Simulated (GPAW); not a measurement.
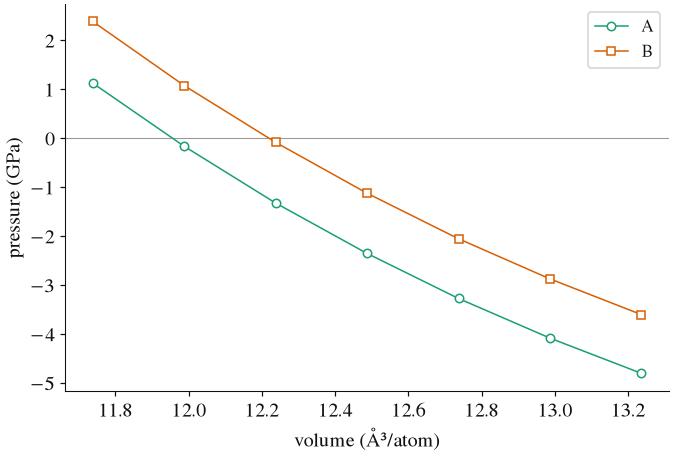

The picture above shows the pressure against volume, with one curve for each functional, for NaF (space group Fm-3m). The labels are replaced by letters. In alphabetical order the cases are: PBEsol; r2SCAN.

Computed with GPAW 26.7.0: PAW DFT in plane waves, on a grid or in atomic orbitals, no spin polarisation; energies at scaled volumes of the given cell, shape and fractions fixed, counted from the fit's minimum, third-order Birch-Murnaghan fit. All runs: no spin polarisation.

- k mesh: 10×10×10
- occupations: Fermi–Dirac
- smearing width: 0.05 eV
- wave cutoff: 800 eV

Q: Which letter stands for which functional?

A: A: r2SCAN; B: PBEsol.

Limits of the calculation: the fit and the printed pressures don't fully agree, or the minimum lies near the end of the range.
